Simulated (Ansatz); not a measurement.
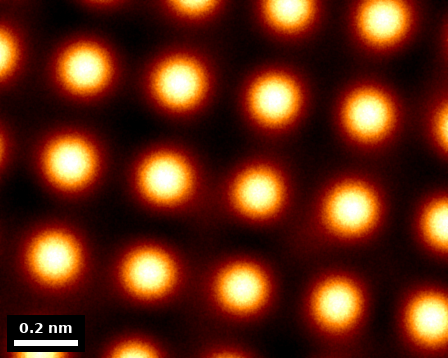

Z-contrast image of La (Im-3m, No. 229) along [001]. Simulation: incoherent imaging, intensity Z^1.7 per atom, probe width 1.30 Å, thin sample. The probe carries 15 % of its weight in a tail 2.5 times as wide. Shot noise and the speckle of an amorphous layer were added. Structure: the end point of a relaxation with DFT, m-r2SCAN, plane waves (500 eV) with PAW, scalar-relativistic (Ansatz 0.2.0); the starting structure was generated, so it need not be a known form of this composition.

Question: Describe what the image shows.

Answer: The columns repeat on a square net with a repeat of 3.00 Å (plane group p4mm). All columns are alike (La). The shortest distance between visible columns is 3.00 Å in projection. Along the beam the structure repeats every 4.25 Å.
